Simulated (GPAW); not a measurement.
# zinc-blende (ZnS)₁₋ₓ(ZnSe)ₓ at x = 0.875: the Zn K absorption edge

Aim: the Zn K edge in zinc-blende (ZnS)₁₋ₓ(ZnSe)ₓ at x = 0.875, one member of a composition series.

Program: GPAW 26.7.0. Level of theory: X-ray absorption from dipole matrix elements to empty bands, plane-wave PAW LDA. Results are calculated unless marked as measured.

**1. Starting point**

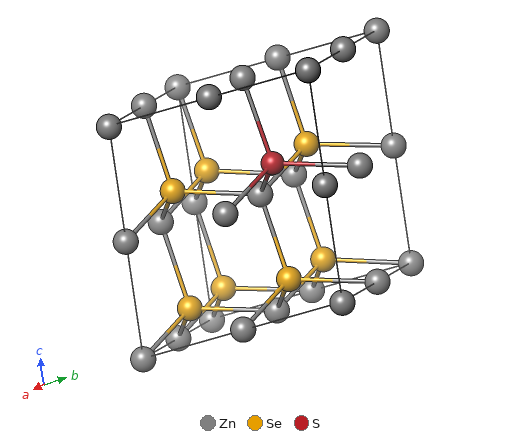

The cell as given, slightly off an axis (zinc grey, selenium orange, sulfur red). Bonds to atoms that aren't drawn are left out. Some periodic images of atoms are drawn too.

The cell holds 16 atoms: 8 Zn, 7 Se and 1 S. Cell: a = 7.970 Å, b = 7.970 Å, c = 7.970 Å, α = 60.0°, β = 60.0°, γ = 60.0°. 16-atom zinc-blende cell, 7 of 8 S sites taken by Se at random, lattice constants typed for the ends and interpolated (Vegard).

**2. Relaxation**

The cell was built by hand, so its atoms are relaxed first: near-edge features follow bond lengths closely.

Input file relax.py:

```python
import numpy as np
from ase import Atoms
from ase.parallel import parprint, paropen
from gpaw import GPAW, PW, FermiDirac, Mixer, MixerDif, setup_paths
from ase.optimize import BFGS

atoms = Atoms('ZnSeZnSeZnSeZnSeZnSeZnSeZnSeZnS',
    cell=[[0, 5.63575, 5.63575],
     [5.63575, 0, 5.63575],
     [5.63575, 5.63575, 0]],
    scaled_positions=[[0.000167, 0.999125, 0.996607],
     [0.12416, 0.121804, 0.124078],
     [0.998891, 0.998144, 0.502459],
     [0.121952, 0.124236, 0.628538],
     [0.002177, 0.502779, 0.002039],
     [0.127847, 0.623963, 0.125978],
     [0.998205, 0.497522, 0.499981],
     [0.124183, 0.624477, 0.621965],
     [0.500505, 0.00335, 0.000915],
     [0.625973, 0.125664, 0.121553],
     [0.499478, 0.001465, 0.500964],
     [0.623427, 0.125427, 0.625353],
     [0.501499, 0.49882, 0.000557],
     [0.627653, 0.624562, 0.126129],
     [0.496803, 0.499542, 0.498888],
     [0.622296, 0.626452, 0.623254]],
    pbc=True)
atoms.calc = GPAW(legacy_gpaw=True, mode=PW(400, force_complex_dtype=True), xc='LDA', setups={},
    kpts={'size': (3, 3, 3), 'gamma': True}, occupations=FermiDirac(0.08),
    charge=0, mixer=Mixer(0.1, 5, 50), maxiter=150,
    convergence={'density': 0.0001, 'eigenstates': 1e-6}, txt='relax.txt')
steps = []
opt = BFGS(atoms, logfile='-')
opt.attach(lambda: steps.append([atoms.get_potential_energy(), float(np.linalg.norm(atoms.get_forces(), axis=1).max())]))
done = opt.run(fmax=0.05, steps=30)
out = dict(done=bool(done), steps=steps, frac=atoms.get_scaled_positions().tolist())
import json
with paropen('out.json', 'w') as f:
    json.dump(out, f)
```

The run is started by

```
OMP_NUM_THREADS=1 mpirun -n 4 gpaw python relax.py
```

Numbers of over 12 decimals in the logs are rounded to 6 here.

What it wrote:

```text
Input parameters:
  convergence: {density: 0.0001,
                eigenstates: 1e-06}
  kpts: {gamma: True,
         size: (3, 3, 3)}
  maxiter: 150
  mixer: {backend: pulay,
          beta: 0.1,
          method: separate,
          nmaxold: 5,
          weight: 50}
  mode: {ecut: 400.0,
         force_complex_dtype: True,
         name: pw}
  occupations: {fixmagmom: False,
                name: fermi-dirac,
[...]
Forces in eV/Ang:
[...]
14 Zn   -0.00336    0.00941    0.00182
 15 S     0.00015    0.00871    0.00986
Step     Time          Energy          fmax
BFGS:    0 02:01:50      -59.723732        0.581110
BFGS:    1 02:02:24      -59.749212        0.521076
BFGS:    2 02:03:10      -59.837784        0.092037
BFGS:    3 02:03:40      -59.838791        0.079220
BFGS:    4 02:04:10      -59.840503        0.059017
BFGS:    5 02:04:40      -59.841559        0.044118
[key lines of the parts left out:]
Converged after 7 iterations.
Dipole moment: (-25.731446, -25.758189, -25.691972) |e|*Ang
Free energy:    -59.841559
Fermi level: 4.16990
```

The job ended after 3.8 min (4 MPI ranks of Arm Neoverse V2, shared host; peak memory 0.39 GiB; 15 min of CPU time).

In 5 steps the energy fell by 118 meV (energies extrapolated to zero smearing) and the largest force to 0.044 eV/Å. Atom 15 (Zn; the text counts from 1, the script from 0) is among those that moved most, by 0.08 Å.

**3. The field without a hole**

The ground state comes first: it tells whether the system has a gap, which decides how the excited electron is treated.

Input file scf.py:

```python
import numpy as np
from ase import Atoms
from ase.parallel import parprint, paropen
from gpaw import GPAW, PW, FermiDirac, Mixer, MixerDif, setup_paths
from gpaw.test import gen
setup_paths.insert(0, '.')
gen('Zn', name='nch1s', xcname='LDA', corehole=(1, 0, 0), write_xml=True)
from gpaw.mpi import world
world.barrier()

atoms = Atoms('ZnSeZnSeZnSeZnSeZnSeZnSeZnSeZnS',
    cell=[[0, 5.63575, 5.63575],
     [5.63575, 0, 5.63575],
     [5.63575, 5.63575, 0]],
    scaled_positions=[[0.9999124, 0.9987808, 0.9994707],
     [0.1243002, 0.1247919, 0.1250843],
     [0.9991011, 0.9987358, 0.5003592],
     [0.124718, 0.1245619, 0.6241181],
     [0.002002, 0.500002, 0.0001613],
     [0.1271466, 0.6238079, 0.1258299],
     [0.9866402, 0.5027615, 0.5042466],
     [0.1235494, 0.6236838, 0.6251597],
     [0.4993329, 0.0005641, 0.0005661],
     [0.6247756, 0.1256655, 0.1254688],
     [0.5029215, 0.9900004, 0.5034452],
     [0.6238092, 0.1254304, 0.6251532],
     [0.5060329, 0.5040201, 0.9884917],
     [0.6262205, 0.6253988, 0.1245234],
     [0.5014544, 0.5036733, 0.5026425],
     [0.6232363, 0.6253543, 0.6244951]],
    pbc=True)
atoms.calc = calc = GPAW(legacy_gpaw=True, mode=PW(400, force_complex_dtype=True), xc='LDA', setups={0: 'nch1s'},
    kpts={'size': (3, 3, 3), 'gamma': True}, occupations=FermiDirac(0.05),
    charge=0, mixer=Mixer(0.1, 5, 50), maxiter=150,
    convergence={'density': 0.0001, 'eigenstates': 1e-6}, txt='scf.txt')
energy = atoms.get_potential_energy() + calc.get_reference_energy()
ef = calc.get_fermi_level()
out = dict(energy=energy, fermi=ef, forces=atoms.get_forces().tolist())
parprint(f'all-electron energy {energy:.4f} eV, Fermi level {ef:.4f} eV')
ev = np.array([[calc.get_eigenvalues(k, s) for k in range(len(calc.get_ibz_k_points()))] for s in range(calc.get_number_of_spins())])
out['homo'], out['lumo'], out['counts'] = ev[ev < ef].max(), ev[ev > ef].min(), sorted(set((ev < ef).sum((0, 2)).tolist()))
out['filled'] = (ev[:, 0] < ef).sum(1).tolist()
import json
with paropen('out.json', 'w') as f:
    json.dump(out, f)
```

The run is started by

```
OMP_NUM_THREADS=1 mpirun -n 4 gpaw python scf.py
```

What it wrote:

```text
Input parameters:
  convergence: {density: 0.0001,
                eigenstates: 1e-06}
  kpts: {gamma: True,
         size: (3, 3, 3)}
  maxiter: 150
  mixer: {backend: pulay,
          beta: 0.1,
          method: separate,
          nmaxold: 5,
          weight: 50}
  mode: {ecut: 400.0,
         force_complex_dtype: True,
         name: pw}
  occupations: {fixmagmom: False,
                name: fermi-dirac,
                width: 0.05}
  setups: {0: nch1s}

Initialize ...

[... PAW data sets ...]

Reference energy: -863248.013057  # eV

Spin-paired calculation

[... convergence settings ...]
Symmetries present (total): 1
  [... symmetry matrices ...]

27 k-points: 3 x 3 x 3 Monkhorst-Pack grid
14 k-points in the irreducible part of the Brillouin zone
       k-points in crystal coordinates                weights
   0:     0.00000000    0.00000000    0.00000000          1/27
   1:     0.00000000    0.00000000    0.33333333          2/27
   2:     0.00000000    0.33333333   -0.33333333          2/27
   3:     0.00000000    0.33333333    0.00000000          2/27
   4:     0.00000000    0.33333333    0.33333333          2/27
   5:     0.33333333   -0.33333333   -0.33333333          2/27
   6:     0.33333333   -0.33333333    0.00000000          2/27
   7:     0.33333333   -0.33333333    0.33333333          2/27
   8:     0.33333333    0.00000000   -0.33333333          2/27
   9:     0.33333333    0.00000000    0.00000000          2/27
          ...
  13:     0.33333333    0.33333333    0.33333333          2/27

Wave functions: Plane wave expansion
  Cutoff energy: 400.000 eV
  Number of coefficients (min, max): 6423, 6517
  Pulay-stress correction: 0.000000 eV/Ang^3 (de/decut=0.000000)
  Using FFTW library
  Wavefunction extrapolation:
    Improved wavefunction reuse through dual PAW basis

Occupation numbers: Fermi-Dirac:
  width: 0.0500  # eV

Eigensolver
   Davidson(niter=2)

Densities:
  Coarse grid: 40*40*40 grid
  Fine grid: 80*80*80 grid
  Total Charge: 0.000000

Density mixing:
  Method: separate
  Backend: pulay
  Linear mixing parameter: 0.1
  old densities: 5
  Width of damping distribution: 1.1
  Damping of long wavelength oscillations: 50

[... Hamiltonian set-up ...]
Number of atoms: 16
Number of atomic orbitals: 104
Number of bands in calculation: 91
Number of valence electrons: 144
Bands to converge: occupied

... initialized

Initializing position-dependent things.

Density initialized from atomic densities
Creating initial wave functions:
  91 bands from LCAO basis set

                                         Zn
                                Zn

                          Zn
                               Zn
                            S
                                Zn
                    Se
                        Zn
                     Se
             Se            Se

                  Se
         Zn
                    Se
              Zn
           Se

Atomic positions and initial magnetic moments

Positions:
   0 Zn    11.261646   11.268023   11.264135    ( 0.0000,  0.0000,  0.0000)
   1 Se     1.408240    1.405469    1.403821    ( 0.0000,  0.0000,  0.0000)
   2 Zn     8.448525    8.450583   11.259309    ( 0.0000,  0.0000,  0.0000)
   3 Se     4.219373    4.220253    1.404879    ( 0.0000,  0.0000,  0.0000)
   4 Zn     2.818795    0.012192    2.829169    ( 0.0000,  0.0000,  0.0000)
   5 Se     4.224771    1.425712    4.232192    ( 0.0000,  0.0000,  0.0000)
   6 Zn     5.675246    8.402265    8.393896    ( 0.0000,  0.0000,  0.0000)
[...]
13 Se     4.226374    4.231005    7.053813    ( 0.0000,  0.0000,  0.0000)
  14 Zn     5.671344    5.658839    5.664648    ( 0.0000,  0.0000,  0.0000)
  15 S      7.043839    7.031902    7.036744    ( 0.0000,  0.0000,  0.0000)

Unit cell:
           periodic     x           y           z      points  spacing
  1. axis:    yes    0.000000    5.635750    5.635750    40     0.1627
  2. axis:    yes    5.635750    0.000000    5.635750    40     0.1627
  3. axis:    yes    5.635750    5.635750    0.000000    40     0.1627

  Lengths:   7.970154   7.970154   7.970154
  Angles:   60.000000  60.000000  60.000000

Effective grid spacing dv^(1/3) = 0.1775

iter:   1   -60.785634
iter:   2   -60.942567   -0.24  -1.24
iter:   3   -59.893383   -1.26  -1.30
iter:   4   -59.977870   -1.76  -1.58
iter:   5   -59.899442   -2.12  -1.70
iter:   6   -59.873399   -3.03  -2.18
iter:   7   -59.851995c  -2.56  -2.56
iter:   8   -59.842389c  -3.57  -2.54
iter:   9   -59.843578c  -3.83  -2.99
iter:  10   -59.841532c  -4.20  -3.03
iter:  11   -59.841542c  -5.17  -3.94
iter:  12   -59.841540c  -6.05c -4.20c

Converged after 12 iterations.

Dipole moment: (-25.734179, -25.760997, -25.694612) |e|*Ang

Energy contributions relative to reference atoms: (reference = -863248.013057)

Kinetic:        +82.104373
Potential:      -69.896461
External:        +0.000000
XC:             -71.525700
Entropy (-ST):   -0.000003
Local:           -0.523751
SIC:             +0.000000
--------------------------
Free energy:    -59.841541
Extrapolated:   -59.841540

Showing only first 2 kpts
 Kpt  Band  Eigenvalues  Occupancy
  0    70      3.57066    1.99998
  0    71      3.57110    1.99998
  0    72      4.66261    0.00006
  0    73      5.91313    0.00000

  1    70      3.32015    2.00000
  1    71      3.32141    2.00000
  1    72      5.93123    0.00000
  1    73      6.14524    0.00000

Fermi level: 4.14497

Gap: 1.092 eV
Transition (v -> c):
  (s=0, k=0, n=71, [0.00, 0.00, 0.00]) -> (s=0, k=0, n=72, [0.00, 0.00, 0.00])
No difference between direct/indirect transitions

Forces in eV/Ang:
  0 Zn   -0.00204   -0.00793    0.00224
  1 Se   -0.01128    0.00178   -0.00402
  2 Zn    0.01749    0.01027   -0.00722
  3 Se    0.01886    0.00744    0.00395
  4 Zn    0.01568   -0.02675   -0.00559
  5 Se    0.00136   -0.00605   -0.00720
  6 Zn   -0.01516    0.02239    0.03104
[...]
13 Se    0.00246    0.00159   -0.02586
 14 Zn    0.00027    0.01296    0.00568
 15 S    -0.00171    0.00289    0.00325
Scalar-relativistic atomic LDA calculation for Zn (Zinc, Z=30)
Core hole in 1s state (1s occupation: 2.0)
600 radial gridpoints.
|------------------------------------------------|
|------------------------------------------------|
[... the atom generator's iteration count ...]

Energy contributions:
-------------------------
Kinetic:    +1820.136505
XC:           -68.759408
Potential:  -3544.299429
-------------------------
Total:      -1792.922333

state      eigenvalue         ekin         rmax
-----------------------------------------------
1s^2.0 :  -349.206168   449.580746        0.033
2s^2.0 :   -42.473795    85.129008        0.190
2p^6.0 :   -36.877768    83.147768        0.152
3s^2.0 :    -4.724967    18.930386        0.589
3p^6.0 :    -3.060180    16.736648        0.592
3d^10.0:    -0.383140    11.061255        0.564
4s^2.0 :    -0.228494     1.468588        2.078
4p^0.0 :    -0.045217     0.573191        3.031
-----------------------------------------------
(units: Bohr and Hartree)

Generating PAW setup
Kinetic energy of the core from tauc = 1724.019189
Cutoffs:
rc(s)=2.430
rc(p)=2.400
rc(d)=2.230
rc(vbar)=2.260
rc(comp)=2.200
rc(nct)=2.430

Kinetic energy of the core states: 1706.586777
Charge: 0.0
Core electrons: 18.0
Valence electrons: 12.0
Pseudo-core charge: 0.107007
Shape function alpha=2.066
Pseudo-electron charge 3.914685
state    eigenvalue         norm
--------------------------------
4s(2) :    -0.228494     1.130383
*s    :     0.771506
4p(0) :    -0.045217     1.008310
*p    :     0.954783
3d(10):    -0.383140     0.154691
*d    :     0.616860
--------------------------------

Diagonalizing with gridspacing h=0.050

state   all-electron     PAW
-------------------------------
4s:      -0.228494    -0.228671
4p:      -0.045217    -0.045275
3d:      -0.383140    -0.383726
*f:                    0.072913
-------------------------------
all-electron energy -863307.8546 eV, Fermi level 4.1450 eV
```

Elapsed: 58 s, on 4 MPI ranks; peak memory 0.37 GiB; 3.9 min of CPU time.

The mesh shows a gap of 1.09 eV. The excited electron is kept all the same, so that all members of the series, with or without a gap, are treated alike.

**4. Cell without a hole, the energy reference**

The photon energy needs a difference of total energies, so the cell and mesh of the coming hole run are first run without a hole.

scf.py: that of step 3 with these lines changed.

```diff
@@ -32,3 +32,3 @@
 atoms.calc = calc = GPAW(legacy_gpaw=True, mode=PW(400, force_complex_dtype=True), xc='LDA', setups={0: 'nch1s'},
-    kpts={'size': (3, 3, 3), 'gamma': True}, occupations=FermiDirac(0.05),
+    kpts={'size': (3, 3, 3), 'gamma': True}, occupations=FermiDirac(0.02),
     charge=0, mixer=Mixer(0.1, 5, 50), maxiter=150,
```

What it wrote:

```text
Input parameters:
  convergence: {density: 0.0001,
                eigenstates: 1e-06}
  kpts: {gamma: True,
         size: (3, 3, 3)}
  maxiter: 150
  mixer: {backend: pulay,
          beta: 0.1,
          method: separate,
          nmaxold: 5,
          weight: 50}
  mode: {ecut: 400.0,
         force_complex_dtype: True,
         name: pw}
  occupations: {fixmagmom: False,
                name: fermi-dirac,
[...]
*s    :     0.771506
4p(0) :    -0.045217     1.008310
*p    :     0.954783
3d(10):    -0.383140     0.154691
*d    :     0.616860
--------------------------------

Diagonalizing with gridspacing h=0.050

state   all-electron     PAW
-------------------------------
4s:      -0.228494    -0.228671
4p:      -0.045217    -0.045275
3d:      -0.383140    -0.383726
*f:                    0.072913
-------------------------------
all-electron energy -863307.8546 eV, Fermi level 4.0715 eV
[key lines of the parts left out:]
Converged after 12 iterations.
Dipole moment: (-25.734177, -25.760995, -25.694611) |e|*Ang
Free energy:    -59.841541
Fermi level: 4.07151
```

Run time: 58 s. Hardware: 4 MPI ranks; peak memory 0.37 GiB; 3.9 min of CPU time.

Reference energy: -863307.855 eV with the cores included.

[end of part 1 of 3]

[Banner, clock and machine lines of the logs are left out without a mark of their own.]

[Logs are printed without paths, hosts, clocks, repeated set-up lines and the standing remarks that a program may print on its own settings, such as how far it seeks lower states.]

[Hosts, paths, dates, database ids (printed as entryN), source tags and the programs' standing remarks are cut or masked in the printed files.]

[Lists of maxima count a maximum above −3 eV only where it reaches 4 % of the highest in the window and stands out from its surroundings by 2 % of it (1.5 % where it reaches 55 %); shoulders and weaker maxima are passed over, and of the rest the first, up to two pre-edge ones and the few strongest are named.]
